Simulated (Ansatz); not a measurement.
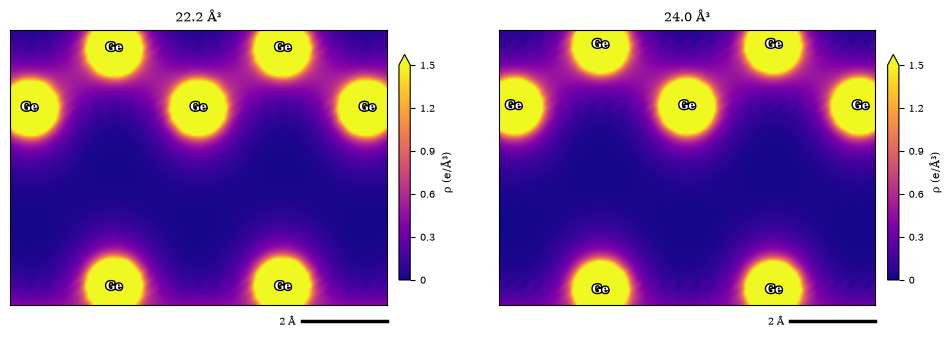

Ge. The valence electron density of cells scaled evenly to different volumes (given per atom above each panel), on the (11̄0) plane of each (indices in the axes of the cell below), at one length scale and on one colour scale.

Computed with Kohn-Sham DFT of a periodic cell, r2SCAN, spin-orbit coupling, Ansatz PAW in Ansatz.

Core electrons are frozen (PAW), and the valence fields are smoothed inside the atomic spheres.

The largest cell:

```xyz
2
Lattice="0.0000 2.8844 2.8844 2.8844 0.0000 2.8844 2.8844 2.8844 0.0000" Properties=species:S:1:pos:R:3 pbc="T T T"
Ge    4.3266    4.3266    4.3266
Ge    2.8844    2.8844    2.8844
```

| volume (Å³/atom) | Ge–Ge contact in the plane (Å) | ρ at its midpoint (e/Å³) | pressure (GPa) | 
| --- | --- | --- | --- |
| 22.19 | 2.433 | 0.532 | 2.2 | 
| 23.09 | 2.466 | ? | ? | 
| 24.00 | 2.498 | 0.483 | −3.1 | 

**What values belong in the row with question marks?**

Over the known rows ln ρ falls by 1.49 per Å of Ge–Ge distance (the line through the two), which gives 0.507 e/Å³ at 2.466 Å; the calculation gives 0.507 e/Å³. For the pressure, a straight line in volume between the neighbouring rows gives −0.4 GPa; the calculation gives −0.8, lower because pressure rises ever faster on compression.
